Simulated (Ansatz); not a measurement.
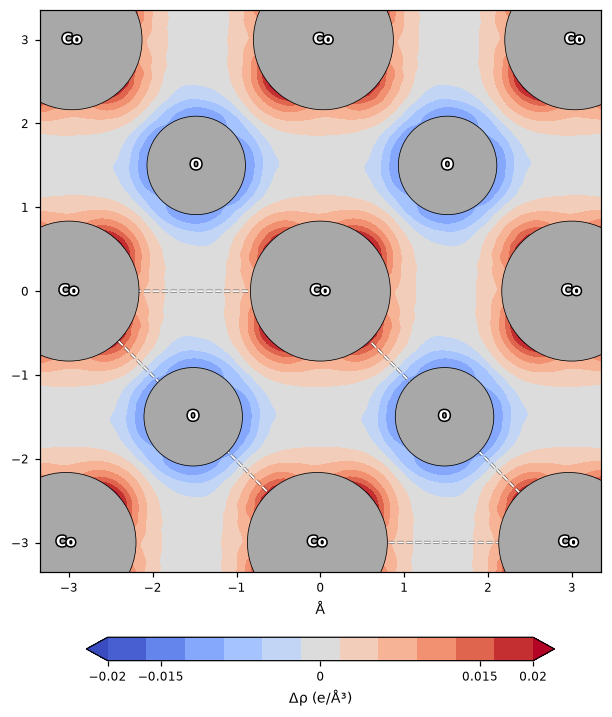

CoO. Difference of the valence pseudo-densities of two functionals at the same geometry, on the (11̄0) plane of the calculation cell: LDA less PBEsol.

Space group I4/mmm; spin-polarised.

Both computed with Ansatz (plane waves, PAW), on the same k-point mesh. Grey discs cover the atomic cores.

> Where does the change of functional move the electrons?

Against PBEsol, LDA gives more density around Co (+0.005 e/Å³ on average at 1.0 Å from the nucleus), less density around O (−0.007 e/Å³ on average at 0.7 Å from the nucleus) and a change of +0.007 e/Å³ at the midpoint of Co–O.
